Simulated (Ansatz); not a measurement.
## CoO: one change and its effect

System: CoO (R3m, 4 atoms in the cell).
Method of run 1: DFT PBE, scalar-relativistic, plane waves, PAW, spin-polarised (Ansatz 0.2.0).

The structure derives from a Materials Project entry. Text and figures count atoms from 1; the logs count them from 0 in places.

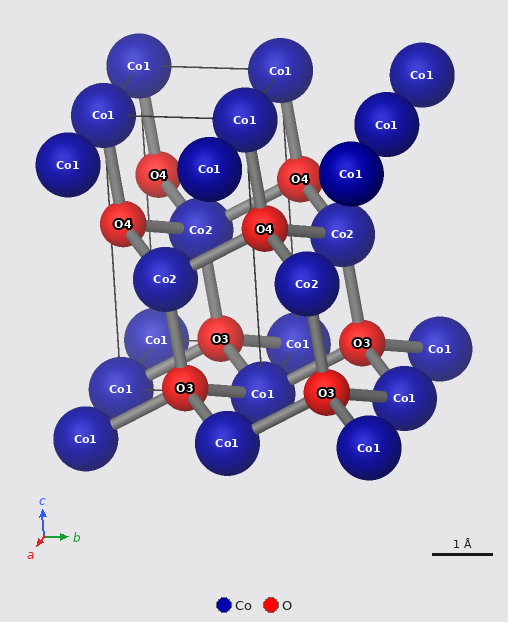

**Figure 1.** The input geometry (ball-and-stick view of the reduced cell, repeated 2 × 2 × 1, seen slightly off an axis; atoms are numbered from 1 in the order of the input). An atom can appear more than once, as a periodic image. Near neighbours in the periodic cell (some may lie outside the picture): Co has 4 O at 1.91 to 1.96 Å; O has 4 Co at 1.91 to 1.96 Å.

## The input, run 1
```yaml
crystal:
  lattice:
    - [1.6022198417, 0.9250420569, 5.1329417806]
    - [-1.6022198417, 0.9250420569, 5.1329417806]
    - [0.0, -1.8500841138, 5.1329417806]
  atoms:
    - { symbol: Co, position: [0.99948773, 0.99948773, 0.99948773], spin: -2.22 }
    - { symbol: Co, position: [0.49949059, 0.49949059, 0.49949059], spin: 2.22 }
    - { symbol: O, position: [0.37549553, 0.37549553, 0.37549553], spin: -0.17 }
    - { symbol: O, position: [0.8755255, 0.8755255, 0.8755255], spin: 0.17 }
basis:
  ecutwfc: 420
kpoints:
  mp_grid: { grid: [18, 18, 18] }
hamiltonian:
  xc: pbe
scf:
  occupations: { method: gaussian, width: 0.1 }
output:
  forces: true
  stress: true
  eigenvalues: true
  populations: true
magnetization:
  spin_polarized: true
```

Command:
```bash
ansatz run input.yaml --threads 1 --pin off --max-ram 2560MiB --backend cpu --events-out ev --progress --plain --runs-dir out
```

Hardware: 1 thread of Intel Xeon (Granite Rapids), 32 GiB of memory available, shared host.

## Output, shortened to warnings, some set-up lines, iterations and results (run 1)
```
Basis set: ecut = 420 eV, 911 PW (Γ), FFT grids on a1−a3, a2−a3, a3, exchange–correlation on 48×48×80 points (8 copies of the dense FFT grid, shifted against one another)
Symmetry: 6 space group operations
k-points: 580 of 5832 (time reversal used)
Initial density: superposition of atomic densities (chi_scale 0.1, normalization cell, long waves kept (reshape's long-wave potential 0.00 eV rms))
[...]
SCF iter   1: F=—  HF=-11381.571576 eV  |F-HF|=—  |Δ(HF+E_count)|=         —  Δρ=1.09e-1 (↑1.09e-1 ↓1.09e-1)  dr2=1.55e1  dr2_m=4.26e-1  M=-0.000 μB ∫|m|=3.660 μB  β_m=0.30  …
SCF iter   2: F=—  HF=-11382.098756 eV  |F-HF|=—  |Δ(HF+E_count)|=   5.27e-1  Δρ=4.32e-2 (↑4.32e-2 ↓4.32e-2)  dr2=2.84e0  dr2_m=9.22e-2  M=0.000 μB ∫|m|=3.981 μB  β_m=0.38  …
SCF iter   3: F=—  HF=-11383.549152 eV  |F-HF|=—  |Δ(HF+E_count)|=    1.45e0  Δρ=2.60e-2 (↑2.60e-2 ↓2.60e-2)  dr2=4.73e-1  dr2_m=1.20e-1  M=0.000 μB ∫|m|=4.381 μB  β_m=0.68  …
SCF iter   4: F=—  HF=-11384.690120 eV  |F-HF|=—  |Δ(HF+E_count)|=    1.14e0  Δρ=2.46e-2 (↑2.46e-2 ↓2.46e-2)  dr2=2.74e-1  dr2_m=1.58e-1  M=0.000 μB ∫|m|=4.720 μB  β_m=0.77  …
SCF iter   5: F=—  HF=-11385.042926 eV  |F-HF|=—  |Δ(HF+E_count)|=   3.53e-1  Δρ=4.98e-3 (↑4.98e-3 ↓4.89e-3)  dr2=2.32e-2  dr2_m=4.66e-3  M=-0.000 μB ∫|m|=4.927 μB  β_m=0.89  …
[... 6 lines ...]
SCF iter  12: F=—  HF=-11385.052176 eV  |F-HF|=—  |Δ(HF+E_count)|=   2.61e-8  Δρ=1.27e-5 (↑1.27e-5 ↓1.02e-5)  dr2=1.08e-7  dr2_m=1.36e-8  M=0.000 μB ∫|m|=4.937 μB  β_m=0.92  …
SCF iter  13: F=—  HF=-11385.052176 eV  |F-HF|=—  |Δ(HF+E_count)|=   1.77e-8  Δρ=1.03e-5 (↑1.03e-5 ↓8.85e-6)  dr2=1.06e-7  dr2_m=1.66e-9  M=0.000 μB ∫|m|=4.937 μB  β_m=0.96  …
SCF iter  14: F=—  HF=-11385.052176 eV  |F-HF|=—  |Δ(HF+E_count)|=   1.14e-9  Δρ=1.94e-6 (↑1.94e-6 ↓1.35e-6)  dr2=2.97e-9  dr2_m=2.04e-10  M=0.000 μB ∫|m|=4.937 μB  β_m=0.90  …
SCF iter  15: F=-11385.052176 eV  HF=-11385.052176 eV  |F-HF|=1.89e-9  |Δ(HF+E_count)|=  5.09e-11  Δρ=1.59e-6 (↑1.19e-6 ↓1.59e-6)  dr2=2.50e-9  dr2_m=3.83e-11  M=0.000 μB …
SCF 1 converged in 15 iterations: F = -11385.052176 eV  dr2 = 2.50e-9
SCF converged after 15 iterations
Magnetization: 0.0000 μB (23.0000 up, 23.0000 down)
Absolute magnetization: 4.9373 μB (∫|ρ↑−ρ↓|, with the PAW one-centre terms)
Spin contamination: 2.4814 ħ² per cell (⟨S²⟩ above its minimum at these occupations)
Per-site moments (μB) at R_I (Å): [(-2.063973933965282, 0.7874100006093925), (2.0643582661277833, 0.7876185372767301), (-0.14406608816434388, 0.7876185372767301), (0.14398273766618744, 0.7874100006093925)]
Free energy (F): -11385.052176 eV
Harris-Foulkes:  -11385.052176 eV  (|F-HF|=1.89e-9)
Internal energy: -11385.050371 eV  (E = F + TS)
E sigma→0 (E₀):  -11385.051273 eV
Entropy (-TS):   -0.001806 eV (-0.451 meV/atom)
Fermi energy:    11.407993 eV
--- Per-component energies (eV) ---
  E_band       = -734.021990
  E_kinetic    = 1238.785191
  E_local      = -7747.904844  (includes V_loc(G=0)·N_el)
  E_nonlocal   = 1024.316923
  E_hartree    = 3197.610281
  E_xc         = -457.757749
  E_vxc        = -588.198741  (∫ρ·V_xc dr)
  E_paw        = -3352.695564  (= ΣΔE_a)
  E_vpaw       = -1056.247334  (= ΣTr[D̂ρ^β])
  E_aug_tail   = 0.005221  (compensation charges beyond the density's cutoff)
  E_ewald      = -5287.409829
  E_smearing   = -0.001806  (= −TS)
  E_closure    = 0.000000  (closes the sum)
  Σ components = -11385.052176   (vs F -11385.052176, Δ=0.00e0)
--- Forces (eV/Å), atoms counted from 1 ---
  atom   1  Co     0.00000000    -0.00000000    -0.12999978
  atom   2  Co    -0.00000000    -0.00000000    -0.13326594
  atom   3  O      0.00000000     0.00000000     0.13520687
  atom   4  O      0.00000000     0.00000000     0.12804850
  max |Σ_I F_I| component: 1.03e-5 eV/Å
--- Stress (GPa, compression-positive) ---
       -0.229696       0.000000       0.000000
       -0.000000      -0.229696      -0.000000
        0.000000       0.000000      -2.368311
  P = ⅓ Tr σ = -0.9426 GPa (-9.426 kbar)
--- Löwdin populations: 4 sites ---
  site symbol       q [e]    m [muB]
     0     Co     15.9591    -2.2213
     1     Co     15.9592     2.2215
     2      O      6.8907    -0.2078
     3      O      6.8907     0.2077
  spilling = 0.006528 (of n_electrons = 46.000000)
```

For run 2 the input was changed thus:
```diff
-  xc: pbe
+  xc: lda
```

Predict how the results change.

The total energies belong to different methods, so their difference says nothing on which is more stable or more accurate. The pressure goes from −0.94 to −18.23 GPa. The largest force goes from 0.135 to 0.050 eV/Å. The functional changes from PBE to LDA. Along LDA, PBEsol, PBE and RPBE the binding weakens and the preferred volume grows, so the same cell is under more pressure with the later ones. The number of SCF iterations is the same.

## Output, shortened to warnings, some set-up lines, iterations and results (run 2)
```
Basis set: ecut = 420 eV, 911 PW (Γ), FFT grids on a1−a3, a2−a3, a3
Symmetry: 6 space group operations
k-points: 580 of 5832 (time reversal used)
Initial density: superposition of atomic densities (chi_scale 0.1, normalization cell, long waves kept (reshape's long-wave potential 0.00 eV rms))
[...]
SCF iter   1: F=—  HF=-11230.365631 eV  |F-HF|=—  |Δ(HF+E_count)|=         —  Δρ=1.12e-1 (↑1.12e-1 ↓1.12e-1)  dr2=1.53e1  dr2_m=8.24e-1  M=0.000 μB ∫|m|=3.368 μB  β_m=0.30  …
SCF iter   2: F=—  HF=-11230.834625 eV  |F-HF|=—  |Δ(HF+E_count)|=   4.69e-1  Δρ=4.67e-2 (↑4.67e-2 ↓4.67e-2)  dr2=3.00e0  dr2_m=2.14e-1  M=0.000 μB ∫|m|=3.617 μB  β_m=0.39  …
SCF iter   3: F=—  HF=-11232.092757 eV  |F-HF|=—  |Δ(HF+E_count)|=    1.26e0  Δρ=2.03e-2 (↑2.03e-2 ↓2.02e-2)  dr2=4.40e-1  dr2_m=3.56e-2  M=0.001 μB ∫|m|=3.973 μB  β_m=0.54  …
SCF iter   4: F=—  HF=-11232.949805 eV  |F-HF|=—  |Δ(HF+E_count)|=   8.57e-1  Δρ=2.09e-2 (↑2.09e-2 ↓2.09e-2)  dr2=2.15e-1  dr2_m=1.03e-1  M=0.001 μB ∫|m|=4.265 μB  β_m=0.77  …
SCF iter   5: F=—  HF=-11233.225981 eV  |F-HF|=—  |Δ(HF+E_count)|=   2.76e-1  Δρ=1.09e-2 (↑1.09e-2 ↓1.07e-2)  dr2=9.36e-2  dr2_m=2.33e-2  M=0.000 μB ∫|m|=4.469 μB  β_m=0.77  …
[... 6 lines ...]
SCF iter  12: F=—  HF=-11233.269610 eV  |F-HF|=—  |Δ(HF+E_count)|=   3.21e-9  Δρ=1.29e-5 (↑1.29e-5 ↓9.90e-6)  dr2=1.26e-7  dr2_m=1.73e-8  M=0.000 μB ∫|m|=4.519 μB  β_m=0.95  …
SCF iter  13: F=—  HF=-11233.269610 eV  |F-HF|=—  |Δ(HF+E_count)|=   2.74e-8  Δρ=9.42e-6 (↑9.42e-6 ↓7.31e-6)  dr2=9.20e-8  dr2_m=4.51e-9  M=0.000 μB ∫|m|=4.519 μB  β_m=0.98  …
SCF iter  14: F=—  HF=-11233.269610 eV  |F-HF|=—  |Δ(HF+E_count)|=   8.07e-9  Δρ=3.63e-6 (↑3.43e-6 ↓3.63e-6)  dr2=9.66e-9  dr2_m=2.36e-9  M=0.000 μB ∫|m|=4.519 μB  β_m=0.99  …
SCF iter  15: F=-11233.269610 eV  HF=-11233.269610 eV  |F-HF|=3.10e-8  |Δ(HF+E_count)|=   2.18e-9  Δρ=5.77e-6 (↑3.94e-6 ↓5.77e-6)  dr2=3.40e-8  dr2_m=2.36e-9  M=0.000 μB …
SCF 1 converged in 15 iterations: F = -11233.269610 eV  dr2 = 3.40e-8
SCF converged after 15 iterations
Magnetization: 0.0004 μB (23.0002 up, 22.9998 down)
Absolute magnetization: 4.5195 μB (∫|ρ↑−ρ↓|, with the PAW one-centre terms)
Spin contamination: 2.1025 ħ² per cell (⟨S²⟩ above its minimum at these occupations)
Per-site moments (μB) at R_I (Å): [(-1.8979398627154098, 0.7874100006093925), (1.898623004624262, 0.7876185372767301), (-0.14691550353713342, 0.7876185372767301), (0.1468878667062895, 0.7874100006093925)]
Free energy (F): -11233.269610 eV
Harris-Foulkes:  -11233.269610 eV  (|F-HF|=3.10e-8)
Internal energy: -11233.249379 eV  (E = F + TS)
E sigma→0 (E₀):  -11233.259494 eV
Entropy (-TS):   -0.020231 eV (-5.058 meV/atom)
Fermi energy:    10.845859 eV
--- Per-component energies (eV) ---
  E_band       = -746.812963
  E_kinetic    = 1235.213163
  E_local      = -7749.051650  (includes V_loc(G=0)·N_el)
  E_nonlocal   = 1035.113276
  E_hartree    = 3185.303688
  E_xc         = -451.234070
  E_vxc        = -583.925431  (∫ρ·V_xc dr)
  E_paw        = -3202.219489  (= ΣΔE_a)
  E_vpaw       = -1054.778137  (= ΣTr[D̂ρ^β])
  E_aug_tail   = 0.005189  (compensation charges beyond the density's cutoff)
  E_ewald      = -5287.409829
  E_core_change = 1.030344  (= ΣΔE_core)
  E_smearing   = -0.020231  (= −TS)
  E_closure    = 0.000000  (closes the sum)
  Σ components = -11233.269610   (vs F -11233.269610, Δ=0.00e0)
--- Forces (eV/Å), atoms counted from 1 ---
  atom   1  Co     0.00000000    -0.00000000    -0.04606849
  atom   2  Co    -0.00000000    -0.00000000    -0.04904866
  atom   3  O      0.00000000     0.00000000     0.05047763
  atom   4  O      0.00000000     0.00000000     0.04463701
  max |Σ_I F_I| component: 2.50e-6 eV/Å
--- Stress (GPa, compression-positive) ---
      -18.019014       0.000000       0.000000
       -0.000000     -18.019014      -0.000000
        0.000000      -0.000000     -18.641062
  P = ⅓ Tr σ = -18.2264 GPa (-182.264 kbar)
--- Löwdin populations: 4 sites ---
  site symbol       q [e]    m [muB]
     0     Co     16.0142    -2.0210
     1     Co     16.0142     2.0216
     2      O      6.8222    -0.2049
     3      O      6.8222     0.2049
  spilling = 0.007113 (of n_electrons = 46.000000)
```

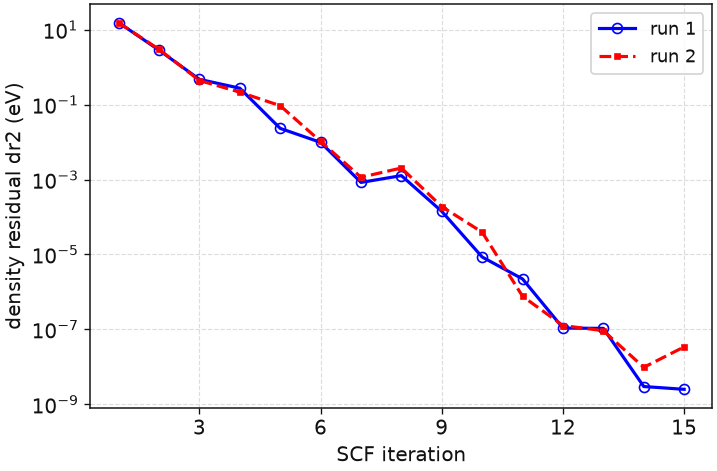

**Figure 2.** Convergence of the two runs: density residual dr2 against the SCF iteration. Run 1 takes 15 iterations in all, and run 2 takes 15.

## The two runs side by side

```csv
quantity,run 1,run 2
outcome,converged,converged
free energy per atom (eV),−2846.2630,−2808.3174
"energy per atom, smearing taken to zero (eV)",−2846.2628,−2808.3149
net moment of the cell (μB),0.00,0.00
absolute moment of the cell (μB),4.94,4.52
pressure (GPa),−0.94,−18.23
largest force (eV/Å),0.135,0.050
SCF iterations,15,15
irreducible k-points,580,580
plane waves at Γ,911,911
wall time (shared host),2 min,2 min
```

For run 1: Semilocal DFT without U tends to delocalise the d electrons of such compounds and to underestimate the gap. For run 2: The cell is under a tension of 18.2 GPa at this level, so it is not at its equilibrium volume.
